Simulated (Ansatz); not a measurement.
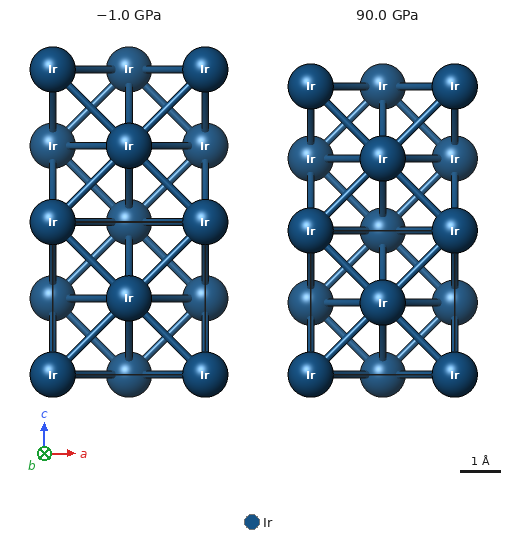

Crystalline Ir (set up in Fm-3m), relaxed (cell and atoms) at several target pressures. The picture shows the first and the last member. A ball-and-stick model of the conventional cell (4 times the calculation's cell), repeated 1 × 1 × 2 with one cell outlined, seen along the b axis. Lengths and directions refer to the drawn axes.

Computed with Ansatz 0.2.0: DFT PBE, scalar-relativistic, plane waves, PAW. (plane-wave cutoff 420 eV; k-point mesh 18 × 18 × 18 at −1.0 to 50.0, 20 × 20 × 20 at 90.0 GPa; occupations gaussian; smearing width 0.1 eV; no spin polarisation; cell and atoms relaxed; force threshold 0.008 eV/Å)

| pressure (GPa) | volume (Å³/atom) | a (Å) |
| --- | --- | --- |
| −1.0 | 14.541 | 3.875 |
| 0.0 | 14.497 | 3.871 |
| 1.0 | 14.458 | 3.867 |
| 4.0 | 14.334 | 3.856 |
| 12.0 | 14.043 | 3.830 |
| 25.0 | 13.633 | 3.792 |
| 50.0 | ? | ? |
| 90.0 | 12.240 | 3.658 |

**Estimate the missing row from the others, and compare with the calculation.**

Murnaghan's form V = V₀(1 + B′P/B₀)^(−1/B′), with V₀ = 14.497 Å³ from the row at zero pressure, fits the other rows with B₀ = 351 GPa and B′ = 4.61 (largest miss 0.003 Å³). At 50.0 GPa it gives 14.497 × (1 + 4.61 × 50.0/351)^(−1/4.61) = 12.993 Å³ per atom. The calculation gives 12.999 Å³/atom (a = 3.732 Å). The estimate is 0.006 Å³/atom too low. From the first member to the last: Ir–Ir 2.740 → 2.587 Å.

The whole series:

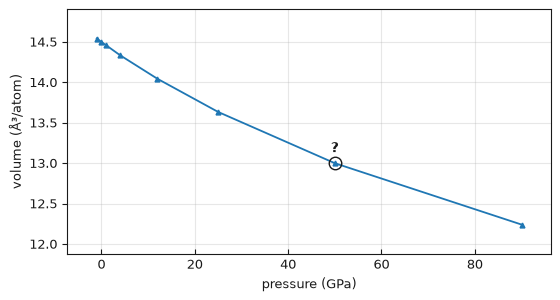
